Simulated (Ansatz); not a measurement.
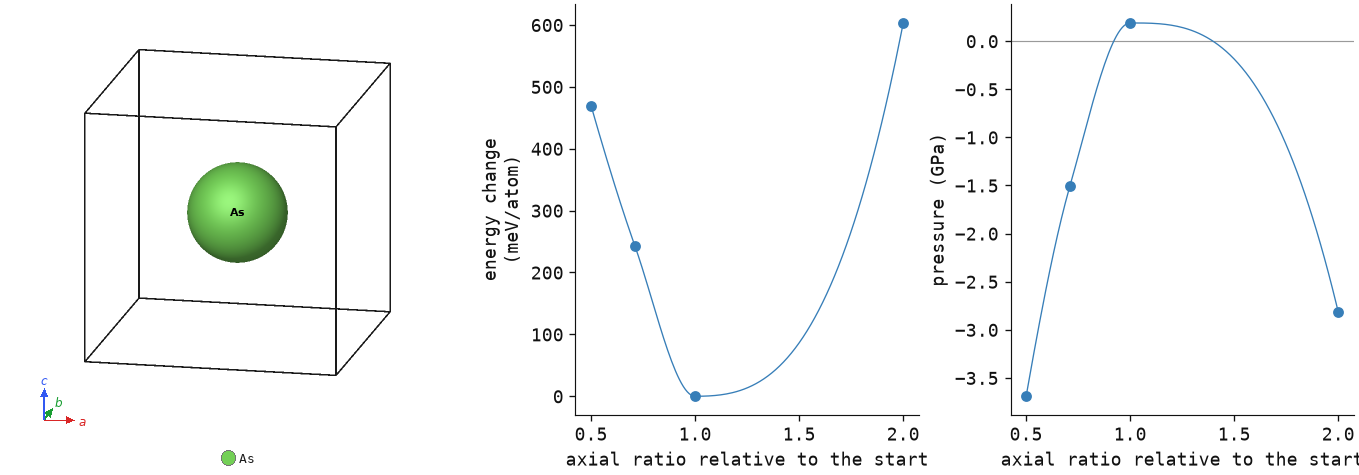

The plot gives the computed energy change and pressure against relative axial ratio for As, space group Pm-3m (No. 221). The cell is drawn beside the plot.

Structure:
```xyz
1
Lattice="2.7037 0.0000 0.0000 0.0000 2.7037 0.0000 0.0000 0.0000 2.7037" Properties=species:S:1:pos:R:3 pbc="T T T"
As    1.3518    1.3518    1.3518
```

Method: deformation of a crystal at fixed volume, lengths along the axis scaled against those across it, fractional coordinates fixed, by plane-wave density functional theory with PAW datasets, free energies less that of the undisturbed cell, pressure positive in compression; scalar-relativistic (Ansatz 0.2.0). Level: r2SCAN, no spin polarisation.

- wave cutoff: 500 eV
- k mesh: 20×20×20
- occupations: Gaussian
- smearing width: 0.15 eV
- k shift: (0, 0, 0) (mesh steps)
- start: as given
- path: trigonal
- axis direction: (0.5774, 0.5774, 0.5774) (Cartesian unit vector)

Where does the curve of the energy change have its lowest point?

The lowest computed point is at relative axial ratio 1.00 (0 meV/atom), and no other minimum shows among the points.

How does the pressure vary with relative axial ratio?

It goes from −3.691 GPa at relative axial ratio 0.50 to −2.815 GPa at 2.00, not monotonically, with a high of 0.189 GPa at 1.00, and changes sign near 1.0 and 1.1.

Caveats: reference crystal is not relaxed.
